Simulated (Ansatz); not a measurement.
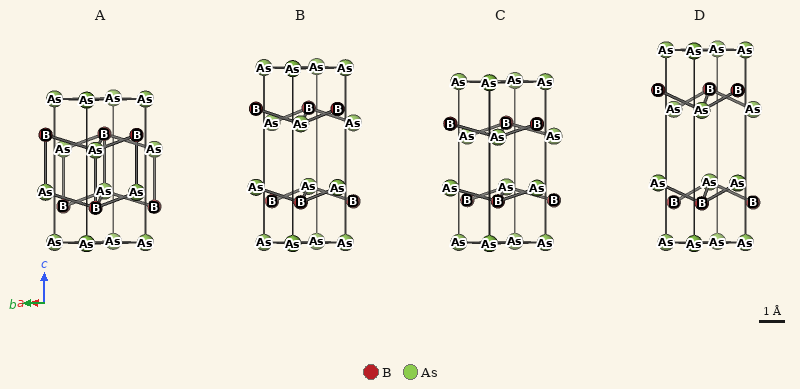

4 geometries from one relaxation of solid B2As3 (built on the A-type sesquioxide_164 type) (coarse preliminary run), in shuffled order. Style: ball-and-stick. Shown: the cell of the calculation, from a free direction.

Case: A-type sesquioxide type (P-3m1, No. 164).

Method: DFT r2SCAN, scalar-relativistic, plane waves, PAW in Ansatz. (plane-wave cutoff 500 eV; k-point mesh 6 × 6 × 4; occupations gaussian; smearing width 0.1 eV; no spin polarisation; cell and atoms relaxed; force threshold 0.04 eV/Å; at most 70 steps)

Order the frames from highest to lowest energy.

Answer. A, C, B, D. They are steps 0, 3, 5, 13, at +544 meV per atom, +386 meV per atom, +121 meV per atom relative to the last. The largest moves relative to the cell, 0.34 Å, are those of As atoms. By element the largest moves are As 0.34 Å, B 0.32 Å. The volume changes by +2.4 %, with a = b 3.796 → 3.316 Å (−12.6 %), c 5.905 → 7.925 Å (+34.2 %). Some distances before and after: As–B 2.362 → 3.823 Å, As–As 2.781 → 3.537 Å, As–As 3.796 → 3.316 Å, As–B 2.286 → 2.094 Å. Bonds break: As–B (2.36 → 3.82 Å). Bond angles that change, for instance: B–As–B 112.3° → 104.7°, As–B–As 112.3° → 104.7°. The space group stays P-3m1 (No. 164). The energy falls by 544 meV per atom in 11 accepted moves (13 points after the start). Largest force component: 0.65 eV/Å at the start, 0.038 eV/Å at the end. Pressure: −0.48 GPa at the start and −0.13 GPa at the end. The SCF was repeated twice at an unchanged geometry on a basis and grid sized afresh for the cell, which shifted the energy by 6.9 meV per atom at most. The run took 120 s on 1 thread of Arm Neoverse V2, with other jobs on the host, peak memory 0.56 GiB.
